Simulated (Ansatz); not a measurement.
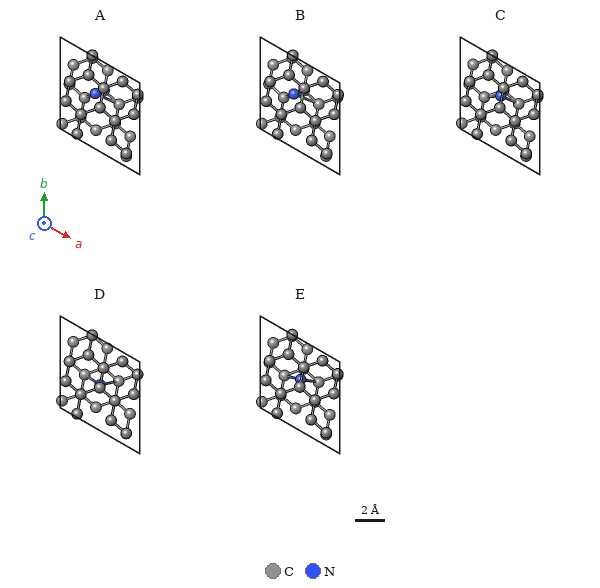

5 geometries from one relaxation of a defect cell of composition C₂₈N, in shuffled order. The picture is a ball-and-stick view of the cell of the calculation (origin shifted), seen along the c axis.

Case: N interstitial, charge +0, atoms relaxed.

Theory: Ansatz 0.2.0, DFT PBE, scalar-relativistic, plane waves, PAW. Set-up: plane-wave cutoff 420 eV; k-point mesh 4 × 4 × 3; occupations gaussian; smearing width 0.1 eV; no spin polarisation; atoms relaxed in a fixed cell; force threshold 0.02 eV/Å; at most 60 steps.

**Order the frames from highest to lowest energy.**

D, E, C, A, B. They are steps 0, 2, 4, 7, 12, at +2.941 eV per cell of the calculation, +2.275 eV per cell of the calculation, +1.410 eV per cell of the calculation, +0.149 eV per cell of the calculation relative to the last. The N atom moves most: 1.06 Å along [−2 2 −1]. By element the largest moves are N 1.06 Å, C 0.29 Å. The cell stays as it was. Some distances before and after: C–N 2.240 → 1.458 Å, C–N 2.185 → 1.459 Å, C–N 2.256 → 2.451 Å, C–C 1.424 → 1.528 Å. Among the angles between lasting bonds that change: C–C–C 120.0° → 117.9°. After 12 geometry steps the energy has fallen by 2.941 eV per cell of the calculation. The largest force component goes from 1 to 0.016 eV/Å.

Limits of the set-up: the cell has an odd number of electrons but was run without spin polarisation; the periodic images lie only 6.5 Å apart, so the values are limited by the cell's size.
